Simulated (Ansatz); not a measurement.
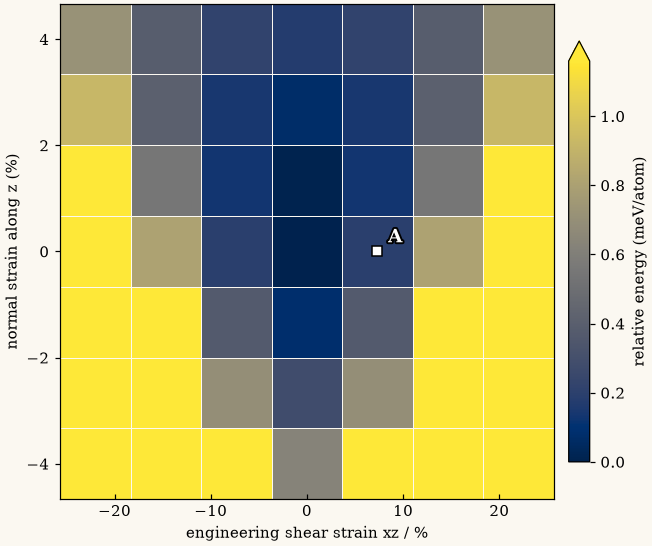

MgI₂ (P-3m1, No. 164; 3 atoms in the cell). The energy is mapped over two homogeneous strains (x along [1 0 0], y along [1 2 0], z along [0 0 1] of the conventional cell). The first coordinate is: engineering shear strain xz; the second: normal strain along z. Relaxed at each point: the atoms inside the fixed cell. Grid: 7 × 7 points; 28 points were computed and 21 follow by symmetry. Points are written as (first, second). All energies are given in meV/atom relative to the lowest grid point. Computed with DFT PBE, scalar-relativistic, plane waves, PAW in Ansatz 0.2.0. Settings: cutoff 520 eV, k-mesh 6×6×4 in the order of the run's cell vectors, gaussian smearing 0.05 eV, no spin polarisation.

In the figure: one coloured cell a grid point, one colour for all values above the top of the scale, the point A.

**Which way does the force act at A, and how strong is it?**

A, at (7.3 %, 0.00 %), is not a stationary point. The computed force is 0.054 meV/atom for each 1 % towards smaller values of engineering shear strain xz and 0.097 meV/atom for each 1 % towards larger values of normal strain along z.
